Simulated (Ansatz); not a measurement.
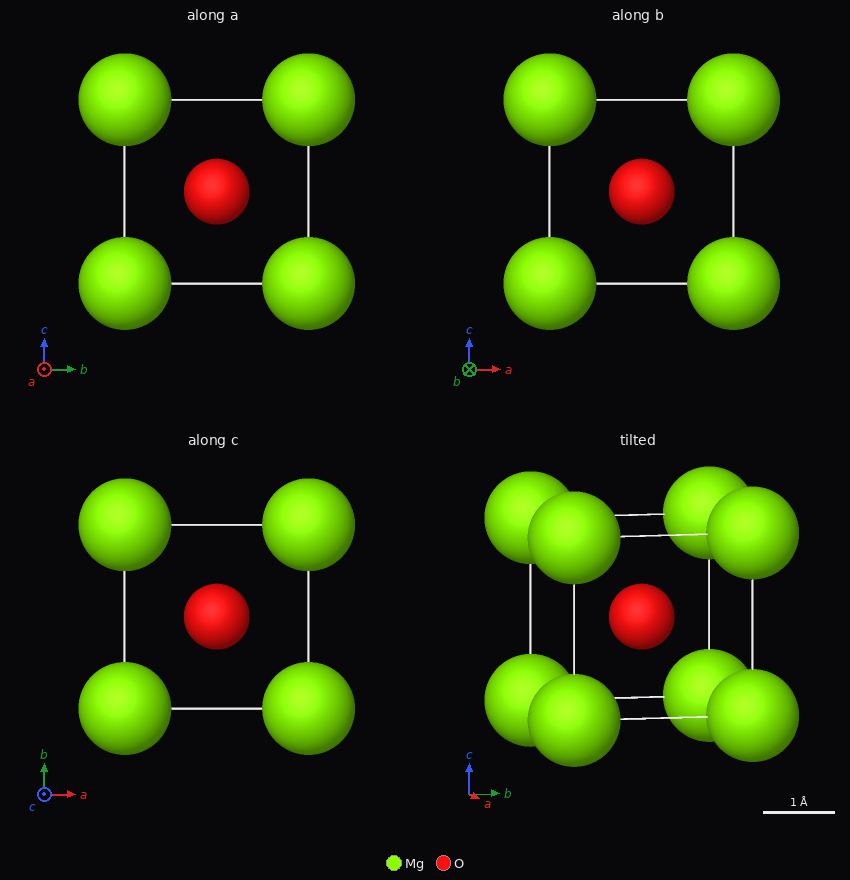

The structure above is drawn in spheres-only style and viewed along the a axis, along the b axis, along the c axis and slightly off an axis. Thin lines show the conventional unit cell, with boundary atoms drawn in all their periodic places.

Lattice parameters: a = 2.598 Å, b = 2.598 Å, c = 2.598 Å, α = 90.00°, β = 90.00°, γ = 90.00°.

**Give the structure in the form of a table of Wyckoff sites.**

Space group Pm-3m (No. 221).
```json
{"atom": "Mg", "site": "1a", "x": "0.0000", "y": "0.0000", "z": "0.0000"}
{"atom": "O", "site": "1b", "x": "0.5000", "y": "0.5000", "z": "0.5000"}
```

It goes back to a structure type filled with these elements by a generator (whether the compound takes this form wasn't checked). Earlier steps of the study may have refined or changed the cell and positions. A calculation with Ansatz used it as input.
